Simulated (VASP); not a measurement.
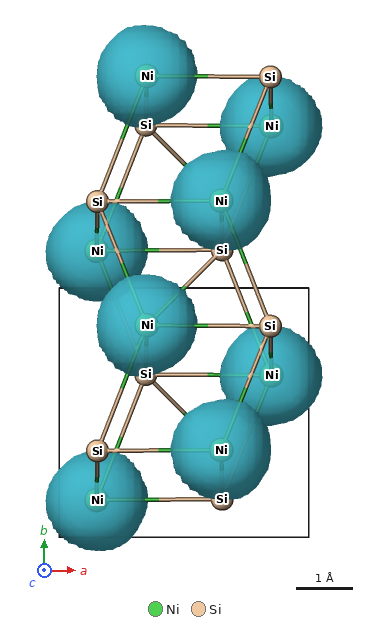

*SiNi. Isosurface of the valence pseudo-density at 0.5 e/Å³ (cyan), seen along the c axis. Sticks mark near contacts.*

Space group P2₁3; a structure from a database of computed crystals, not necessarily the ambient phase; spin-polarised.

Level of theory: Kohn-Sham DFT of a periodic cell, PBE, VASP PAW PBE potentials, recommended in VASP 6.6.1.

In a PAW calculation such maps are meaningful between the atoms, not at the nuclei.

```
Ni Si
1.0
     4.50369    0.00000    0.00000
     0.00000    4.50369    0.00000
     0.00000    0.00000    4.50369
Ni Si
4 4
Direct
  0.14950 0.14950 0.14950
  0.64950 0.35050 0.85050
  0.85050 0.64950 0.35050
  0.35050 0.85050 0.64950
  0.84683 0.84683 0.84683
  0.34683 0.65317 0.15317
  0.15317 0.34683 0.65317
  0.65317 0.15317 0.34683
```

What does this surface tell about the bonding?

At this value the density breaks into separate islands; it holds about 55 % of the electrons treated as valence. It bridges none of the near contacts. It is pinched off along the shortest Si–Ni (2.36 Å) and Si–Ni (2.41 Å) contacts. On the grid the lowest density along these lines, outside the cores, is 0.41 e/Å³ (Si–Ni, 2.36 Å) and 0.4 e/Å³ (Si–Ni, 2.41 Å).
